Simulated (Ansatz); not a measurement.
# Run report: Si, molecular dynamics (part 2 of 5)

Continued. System: Si (defect cell, 17 atoms in the cell). Method: DFT PBE, scalar-relativistic, plane waves, PAW, PAW set soft_1, no spin polarisation (Ansatz 0.2.0); cutoff 420 eV, 2×2×2 k-mesh, Fermi–Dirac smearing of 0.02 eV. It belongs to a series of runs on one base structure; here: dynamics from the last frame of the run before.

Geometry of the input (Å; fractional positions):
```
0.0000  5.4300  5.4300
5.4300  0.0000  5.4300
5.4300  5.4300  0.0000
Si 0.2050  -0.0642  -0.1534
Si 0.1120  0.0998  0.0969
Si -0.0396  -0.0025  0.4599
Si 0.0948  0.1649  0.5216
Si -0.0065  0.4817  0.0176
Si 0.0584  0.6576  0.1389
Si -0.0459  0.5872  0.4893
Si 0.1203  0.6496  0.6343
Si 0.4764  0.0185  -0.0336
Si 0.6805  0.1121  0.0812
Si 0.4727  0.0785  0.4354
Si 0.5910  0.1462  0.5997
Si 0.4453  0.5105  -0.0140
Si 0.5731  0.6198  0.1259
Si 0.5195  0.5410  0.4654
Si 0.5907  0.7145  0.6147
Si 0.9381  0.2744  0.8227
```

What the program printed, continued
```
md step    58: t =   116.00 fs  T =  1327.9 K  F+E_penalty+E_count = -10801.03737970 eV  E_kin = 2.746329 eV  conserved = -10798.29105046 eV  (4 SCF iters)
md step    59: t =   118.00 fs  T =  1306.0 K  F+E_penalty+E_count = -10800.99210218 eV  E_kin = 2.700922 eV  conserved = -10798.29118038 eV  (4 SCF iters)
md step    60: t =   120.00 fs  T =  1281.1 K  F+E_penalty+E_count = -10800.94102033 eV  E_kin = 2.649621 eV  conserved = -10798.29139979 eV  (7 SCF iters)
md step    61: t =   122.00 fs  T =  1253.1 K  F+E_penalty+E_count = -10800.88299934 eV  E_kin = 2.591581 eV  conserved = -10798.29141870 eV  (4 SCF iters)
md step    62: t =   124.00 fs  T =  1222.8 K  F+E_penalty+E_count = -10800.81990757 eV  E_kin = 2.528902 eV  conserved = -10798.29100520 eV  (4 SCF iters)
md step    63: t =   126.00 fs  T =  1194.1 K  F+E_penalty+E_count = -10800.75981884 eV  E_kin = 2.469680 eV  conserved = -10798.29013876 eV  (4 SCF iters)
md step    64: t =   128.00 fs  T =  1174.1 K  F+E_penalty+E_count = -10800.71724419 eV  E_kin = 2.428205 eV  conserved = -10798.28903914 eV  (4 SCF iters)
md step    65: t =   130.00 fs  T =  1170.9 K  F+E_penalty+E_count = -10800.70978563 eV  E_kin = 2.421679 eV  conserved = -10798.28810626 eV  (5 SCF iters)
md step    66: t =   132.00 fs  T =  1191.5 K  F+E_penalty+E_count = -10800.75197868 eV  E_kin = 2.464157 eV  conserved = -10798.28782174 eV  (5 SCF iters)
md step    67: t =   134.00 fs  T =  1237.6 K  F+E_penalty+E_count = -10800.84808353 eV  E_kin = 2.559543 eV  conserved = -10798.28854026 eV  (4 SCF iters)
md step    68: t =   136.00 fs  T =  1303.9 K  F+E_penalty+E_count = -10800.98702029 eV  E_kin = 2.696777 eV  conserved = -10798.29024373 eV  (4 SCF iters)
md step    69: t =   138.00 fs  T =  1378.2 K  F+E_penalty+E_count = -10801.14283137 eV  E_kin = 2.850357 eV  conserved = -10798.29247449 eV  (4 SCF iters)
md step    70: t =   140.00 fs  T =  1444.4 K  F+E_penalty+E_count = -10801.28165799 eV  E_kin = 2.987184 eV  conserved = -10798.29447389 eV  (7 SCF iters)
md step    71: t =   142.00 fs  T =  1488.0 K  F+E_penalty+E_count = -10801.37298624 eV  E_kin = 3.077461 eV  conserved = -10798.29552494 eV  (5 SCF iters)
md step    72: t =   144.00 fs  T =  1501.2 K  F+E_penalty+E_count = -10801.40009743 eV  E_kin = 3.104755 eV  conserved = -10798.29534204 eV  (5 SCF iters)
md step    73: t =   146.00 fs  T =  1484.7 K  F+E_penalty+E_count = -10801.36472646 eV  E_kin = 3.070660 eV  conserved = -10798.29406658 eV  (4 SCF iters)
md step    74: t =   148.00 fs  T =  1447.0 K  F+E_penalty+E_count = -10801.28487265 eV  E_kin = 2.992607 eV  conserved = -10798.29226557 eV  (4 SCF iters)
md step    75: t =   150.00 fs  T =  1400.3 K  F+E_penalty+E_count = -10801.18660736 eV  E_kin = 2.895969 eV  conserved = -10798.29063799 eV  (4 SCF iters)
automatic band count: iteration 1 solves 45 bands in place of 51: the levels show a gap, and the empty bands left out lie too high to hold charge; the band table lists the bands solved (type scf.n_extra_bands for more)
preconditioner: auto → Resta (q_TF=auto, 2.107 Å⁻¹)  ε∞=7.1  [insulator: Δε(μ)=0.063 eV  Ē_g=6.946 eV  σ=0.020 eV  W_ga
[...]
SCF iter   2: F=—  HF=-10800.407228 eV  |F-HF|=—  |Δ(HF+E_count)|=   3.12e-3  Δρ=7.95e-4  dr2=2.19e-3  ethr=1.79e-5  ⟨swp⟩=2.2  Hψ=591  notcnv=0
SCF iter   3: F=—  HF=-10800.406785 eV  |F-HF|=—  |Δ(HF+E_count)|=   4.43e-4  Δρ=1.95e-4  dr2=9.28e-5  ethr=3.22e-6  ⟨swp⟩=2.1  Hψ=643  notcnv=0
SCF iter   4: F=—  HF=-10800.406792 eV  |F-HF|=—  |Δ(HF+E_count)|=   6.57e-6  Δρ=3.36e-5  dr2=4.05e-6  ethr=1.37e-7  ⟨swp⟩=2.0  Hψ=681  notcnv=0
SCF iter   5: F=—  HF=-10800.406748 eV  |F-HF|=—  |Δ(HF+E_count)|=   4.34e-5  Δρ=6.88e-6  dr2=3.53e-7  ethr=5.95e-9  ⟨swp⟩=2.8  Hψ=618  notcnv=0
SCF iter   6: F=—  HF=-10800.406748 eV  |F-HF|=—  |Δ(HF+E_count)|=   2.92e-8  Δρ=2.24e-6  dr2=2.42e-8  ethr=5.20e-10  ⟨swp⟩=2.6  Hψ=582  notcnv=0
SCF iter   7: F=-10800.406748 eV  HF=-10800.406748 eV  |F-HF|=8.04e-10  |Δ(HF+E_count)|=   1.47e-8  Δρ=6.21e-7  dr2=3.06e-9  ethr=2.50e-11  ⟨swp⟩=4.0  Hψ=1241  notcnv=0
SCF 281 converged in 7 iterations: F = -10800.406748 eV  dr2 = 3.06e-9
md step   280: t =   560.00 fs  T =  1024.0 K  F+E_penalty+E_count = -10800.40674849 eV  E_kin = 2.117881 eV  conserved = -10798.28886779 eV  (7 SCF iters)
```

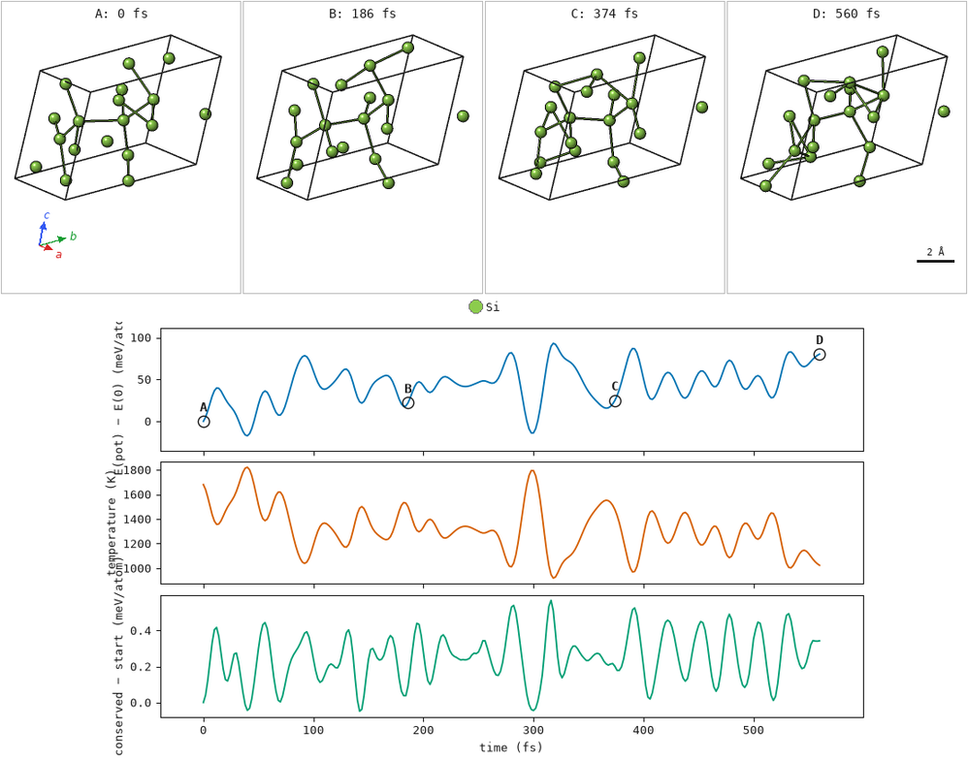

Fig. 1: Frames of the molecular dynamics (ball-and-stick, reduced simulation cell, seen slightly off an axis) above the curves, on which the letters mark them. The trajectory kept here has 281 frames over 560 fs. The temperature starts at 1680 K, ranges from 919 to 1821 K and averages 1270 K over the second half. The potential energy ends 80.1 meV/atom above its first value. The conserved quantity stays within 0.62 meV/atom. With the common drift removed, the root-mean-square displacement is 0.94 Å, and Si10 has moved furthest (1.77 Å).

```
NSCF: frozen V_eff on 8 k-points
the band table was solved once a step of the walk had ended and its energy, with any forces and stress, was formed, with the checks that follow a solve (2140 applications of the Hamiltonian). They found nothing against the state; the energy, forces and stress were not computed again (output.eigenvalues in the input reference)
SCF converged after 7 iterations
Free energy (F): -10800.406748 eV
Harris-Foulkes:  -10800.406748 eV  (|F-HF|=8.04e-10)
Internal energy: -10800.402297 eV  (E = F + TS)
E sigma→0 (E₀):  -10800.404523 eV
Entropy (-TS):   -0.004451 eV (-0.262 meV/atom)
Fermi energy:    6.970805 eV
--- Per-component energies (eV) ---
  E_band       = 128.517778
  E_kinetic    = 681.730672
  E_local      = -319.803718  (includes V_loc(G=0)·N_el)
  E_nonlocal   = 382.868390
  E_hartree    = 107.009088
  E_xc         = -957.837438
  E_vxc        = -808.820638  (∫ρ·V_xc dr)
  E_paw        = -8690.670620  (= ΣΔE_a)
  E_vpaw       = -21.475649  (= ΣTr[D̂ρ^β])
  E_aug_tail   = 0.000674  (compensation charges beyond the density's cutoff)
  E_ewald      = -2003.699345
  E_smearing   = -0.004451  (= −TS)
  E_closure    = 0.000000  (closes the sum)
  Σ components = -10800.406748   (vs F -10800.406748, Δ=0.00e0)
--- Forces (eV/Å), atoms counted from 1 ---
  atom   1  Si    -0.33635752     1.34520409     0.05777442
  atom   2  Si     0.17035188    -0.62296942     1.45180342
  atom   3  Si    -0.11917857     0.22633543    -1.22347172
  atom   4  Si    -0.13010575    -0.33261975     0.25931218
  atom   5  Si     1.39936726     0.95420570    -1.24357968
  atom   6  Si     0.30839267     0.04374702     0.35430920
  atom   7  Si    -1.37374609    -1.58129380     0.68421471
  atom   8  Si     0.34106495     0.55548538     2.13502178
  atom   9  Si     0.70331348    -0.34848880     0.17131973
  atom  10  Si    -0.00287916     0.32596177    -0.78253589
  atom  11  Si     0.04667177     1.02861729     0.03487577
  atom  12  Si    -1.27758809    -0.29027616    -0.37367205
  atom  13  Si     1.68821989    -0.79504768    -1.41089512
  atom  14  Si    -1.26611403     0.67261500    -0.74084303
  atom  15  Si     1.03590920    -1.63716615     1.08187940
  atom  16  Si    -0.15745635    -0.78294078     0.02778788
  atom  17  Si    -1.02985952     1.23862879    -0.48330199
  max |Σ_I F_I| component: 6.02e-6 eV/Å
--- Band table (eV; the first three rows and the last of 8) ---
  k-point 0: bands = ["-5.6547", "-3.3511", "-3.1302", "-2.7683", "-2.5879", "-2.0920", "-2.0242", "-1.3985", "-1.1608", "-0.8635", "-0.6137", "-0.3243", "-0.2625", "-0.1260", "0.3000", "3.2392", "3.4559", "3.7016", "3.8073", "4.1310", "4.1379", "4.3338", "4.6885", "4.9876", "5.2790", "5.3971", "5.5497", "5.7918", "5.8525", "6.1184", "6.2322", "6.3688", "6.6332", "6.9062", "7.3407", "7.4976", "7.5227", "7.6443", "7.7599", "8.0744", "8.2420", "8.3884", "8.5339", "8.6302", "8.9432", "9.0198", "9.1819", "9.3351", "9.6697", "9.8565", "9.8755"]
  k-point 1: bands = ["-5.1238", "-4.5172", "-3.2439", "-2.8444", "-2.5481", "-2.4243", "-2.2080", "-1.9954", "-0.5885", "-0.2597", "0.0931", "0.3675", "0.8717", "1.1779", "1.7909", "2.1297", "2.4979", "2.5952", "2.7937", "3.2101", "3.2965", "3.5906", "4.1015", "4.5308", "4.6815", "4.8777", "5.0110", "5.4267", "5.6129", "5.7297", "5.9821", "6.2080", "6.5487", "6.7050", "7.0093", "7.5549", "7.8379", "8.3097", "8.5340", "8.7214", "8.9188", "9.2978", "9.5144", "9.8310", "10.0395", "10.1640", "10.3088", "10.5117", "10.7689", "10.8879", "11.1724"]
  k-point 2: bands = ["-5.0931", "-4.5331", "-3.3859", "-2.7046", "-2.5277", "-2.4500", "-2.2680", "-1.9685", "-0.6929", "-0.3212", "0.2457", "0.5700", "1.1305", "1.4043", "1.4817", "1.9282", "2.2864", "2.6880", "3.0093", "3.0766", "3.2272", "3.3761", "4.1087", "4.3900", "4.6218", "4.7861", "4.9117", "5.3737", "5.6083", "5.8328", "6.0730", "6.4705", "6.8120", "6.8684", "7.2408", "7.4880", "7.6610", "8.0454", "8.3746", "8.5761", "9.1123", "9.3646", "9.5889", "9.8719", "9.8975", "10.1246", "10.3159", "10.7338", "10.9309", "11.1246", "11.2346"]
  k-point 7: bands = ["-5.1470", "-4.5468", "-3.1360", "-2.8569", "-2.5608", "-2.4890", "-1.9467", "-1.6306", "-1.0856", "-0.5285", "-0.2169", "0.1862", "0.7180", "1.1122", "1.9088", "2.3914", "2.7846", "3.0060", "3.2330", "3.3090", "3.5585", "3.8553", "3.9797", "4.4377", "4.6685", "4.9029", "5.0476", "5.0717", "5.3097", "5.5558", "5.9837", "6.1015", "6.3343", "6.8553", "7.1364", "7.5666", "7.7060", "8.1143", "8.3461", "8.4227", "8.7457", "9.1521", "9.3672", "9.6186", "9.6367", "10.0038", "10.2521", "10.6685", "10.8627", "10.9417", "11.3979"]
--- MD trajectory: 280 steps, t = 0.0 → 560.0 fs ---
  final state: T = 1024.0 K   F+E_penalty+E_count = -10800.40674849 eV   E_kin = 2.117881 eV
  conserved energy: peak-to-peak 1.049e-2 eV (6.168e-4 eV/atom) over 560.0 fs
```

Trajectory as extended XYZ (Å, eV, eV/Å), 44 of the 281 frames kept, from step=0 to step=280
```
17
Lattice="0.0000 5.4300 5.4300 5.4300 0.0000 5.4300 5.4300 5.4300 0.0000" Properties=species:S:1:pos:R:3:forces:R:3 step=0 time_fs=0.0 energy=-10801.76920 temperature=1680.0
Si   -1.1817    0.2801    0.7644   -0.5613   0.7143  -0.6212
Si    1.0678    1.1343    1.1501    0.3278  -0.5716   0.8439
Si    2.4836    2.2820   -0.2290    0.4419   0.1675  -0.4502
Si    3.7276    3.3467    1.4099    0.3222   0.1598   1.2704
Si    2.7112    0.0602    2.5807   -0.0558  -1.7322  -0.8617
Si    4.3251    1.0716    3.8877   -0.8463  -0.5321   1.2796
Si    5.8454    2.4074    2.9394   -0.0218   1.7332  -0.2309
Si    6.9716    4.0976    4.1801   -0.7923   0.8719   0.0731
Si   -0.0821    2.4041    2.6870   -0.4607   1.8549   0.0051
Si    1.0495    4.1357    4.3037   -0.2275  -1.5994  -0.6939
Si    2.7908    4.9314    2.9934   -0.3484  -0.9944  -0.7438
Si    4.0507    6.4656    4.0032    1.3748   0.0536   1.4817
Si    2.6960    2.3418    5.1896   -0.2151   0.8526   0.0323
Si    4.0494    3.7959    6.4778   -0.9702  -0.6546   2.0254
Si    5.4652    5.3484    5.7588    1.3527   0.7753  -1.5465
Si    7.2173    6.5451    7.0870   -0.5534  -0.4666  -1.6922
Si    5.9574    9.5613    6.5840    1.2333  -0.6322  -0.1712
17
Lattice="0.0000 5.4300 5.4300 5.4300 0.0000 5.4300 5.4300 5.4300 0.0000" Properties=species:S:1:pos:R:3:forces:R:3 step=7 time_fs=14.0 energy=-10801.09922 temperature=1359.1
Si   -1.1446    0.3566    0.6571   -0.9325   0.8772  -0.8949
Si    1.0333    1.0956    1.2696    1.8497  -0.1091  -0.7364
Si    2.5126    2.4153   -0.2730    0.6038  -2.5001   1.7894
Si    3.7301    3.4448    1.4305    0.1035  -0.7549   0.4708
Si    2.7535   -0.0187    2.5588    0.2326  -1.6342  -0.1876
Si    4.3390    1.2232    3.8068   -2.6527  -2.0614   1.8240
Si    5.7024    2.5662    2.9253    2.2563   1.6779  -1.5286
Si    6.9543    4.0646    4.2798   -0.5925   2.1893  -2.5724
Si    0.0288    2.2986    2.8275   -1.6264   1.8598   0.0904
Si    0.9022    4.0039    4.2228    1.0769  -0.3948  -0.4738
Si    2.7739    4.9220    2.8630   -0.0654  -0.2491   2.1892
Si    4.0620    6.4809    4.1434    0.7298  -1.3533   0.2645
Si    2.6129    2.3493    5.2246    0.4708   1.0422  -0.3543
Si    4.0993    3.6867    6.5543   -0.7070  -0.2302   1.5786
Si    5.5767    5.1818    5.6678   -0.1703   1.7080   0.4178
Si    7.3304    6.5452    7.0874   -2.3886   0.8426  -1.4459
Si    5.8779    9.5932    6.5223    1.8120  -0.9098  -0.4308
17
Lattice="0.0000 5.4300 5.4300 5.4300 0.0000 5.4300 5.4300 5.4300 0.0000" Properties=species:S:1:pos:R:3:forces:R:3 step=13 time_fs=26.0 energy=-10801.50228 temperature=1552.7
Si   -1.1576    0.4651    0.5244   -0.0963  -0.2197   0.6320
Si    1.0916    1.0561    1.3422    1.1634   0.2338  -0.6292
Si    2.5620    2.4184   -0.2307   -0.3622  -1.2242   1.4113
Si    3.7398    3.4936    1.4754    0.1767  -0.7655  -0.3906
Si    2.8000   -0.1707    2.5282    0.1903  -0.4425   0.2981
Si    4.2274    1.2606    3.8231   -0.7018  -0.1849  -0.4631
Si    5.6797    2.7780    2.8442    0.3221  -1.5129  -0.1261
Si    6.9191    4.1325    4.2422    1.8838  -0.4077  -2.7524
Si    0.0414    2.2962    2.9434   -2.2033  -1.1164  -1.8364
Si    0.8322    3.8729    4.1334    2.4340   2.0807   1.1786
Si    2.7512    4.9015    2.8519   -0.6328   1.0527   2.5146
Si    4.1128    6.4294    4.2825    0.2225  -1.3585  -0.6081
Si    2.5639    2.4108    5.2368    0.6750   1.0705  -0.6158
Si    4.1043    3.5790    6.7025    0.1106   0.4880   0.2107
Si    5.6653    5.1292    5.6106   -2.1610   1.9948   2.9122
Si    7.3102    6.5789    7.0135   -2.0645   0.0041  -0.4516
Si    5.9013    9.5776    6.4443    1.0437   0.3078  -1.2842
17
Lattice="0.0000 5.4300 5.4300 5.4300 0.0000 5.4300 5.4300 5.4300 0.0000" Properties=species:S:1:pos:R:3:forces:R:3 step=20 time_fs=40.0 energy=-10802.06189 temperature=1821.2
Si   -1.1790    0.5754    0.4141    0.4441  -1.2272   2.2176
Si    1.2296    1.0234    1.3894    0.0969   0.1577  -0.1947
Si    2.6002    2.3473   -0.1006   -0.5410   0.0343  -0.0785
Si    3.7584    3.5132    1.5111   -0.2255   0.7306   0.0303
Si    2.8668   -0.3648    2.5065    0.3168   1.8889  -0.0124
Si    4.0509    1.2902    3.8115    0.4358   0.7025  -2.0152
Si    5.6755    2.9335    2.7369   -0.5831  -3.1604   0.2520
Si    6.9706    4.1973    4.0629    0.2123  -1.1383   1.8586
Si   -0.0721    2.2345    2.9728   -0.6095  -1.3752  -1.3864
Si    0.8954    3.8365    4.0908    1.5729   1.3930  -0.0519
Si    2.6888    4.9378    2.9802   -0.2873   1.1301   0.3181
Si    4.1780    6.2926    4.4087   -1.2721  -0.1064  -0.9186
Si    2.5489    2.5451    5.2165    0.8497   0.2935  -0.0039
Si    4.1161    3.4787    6.8838    0.4445   0.3824  -1.6746
Si    5.6619    5.1711    5.7009   -0.0894  -0.5597   1.3417
Si    7.1635    6.6185    6.9030   -0.7983  -0.3734   0.7942
Si    5.9911    9.5787    6.2794    0.0331   1.2274  -0.4762
17
Lattice="0.0000 5.4300 5.4300 5.4300 0.0000 5.4300 5.4300 5.4300 0.0000" Properties=species:S:1:pos:R:3:forces:R:3 step=26 time_fs=52.0 energy=-10801.28551 temperature=1449.2
Si   -1.1766    0.6117    0.4233    0.3600  -0.9205   1.0997
Si    1.3553    1.0026    1.4202   -0.9233  -0.3747   0.5258
Si    2.6070    2.2851    0.0113    0.2437   0.8141  -1.2747
Si    3.7639    3.5622    1.5397   -0.4844   1.5149   0.1073
Si    2.9396   -0.4414    2.4884    0.1919   2.6189  -0.1828
Si    3.9195    1.3477    3.7099    0.9743   0.3860  -0.3757
Si    5.6480    2.9091    2.6575    0.1142  -2.2551   0.2842
Si    7.0334    4.1912    3.9827   -1.4690  -1.5499   3.3318
Si   -0.2052    2.1062    2.9229    1.6983  -0.5572   0.3131
Si    1.0295    3.8794    4.0555   -1.5746  -1.1966  -2.1025
Si    2.6221    5.0305    3.1127    1.0116   1.1241  -1.9967
Si    4.1751    6.1649    4.4709   -1.4662   0.8514  -0.4802
Si    2.5807    2.6761    5.1981    0.8965  -0.9895   0.9306
Si    4.1474    3.4158    6.9557    0.2575   0.6946  -2.9115
Si    5.6381    5.1872    5.8562   -0.0124  -2.4024  -0.5992
Si    6.9948    6.6399    6.8463    1.0688   0.9814   1.4454
Si    6.0718    9.6408    6.1167   -0.8872   1.2605   1.8854
```
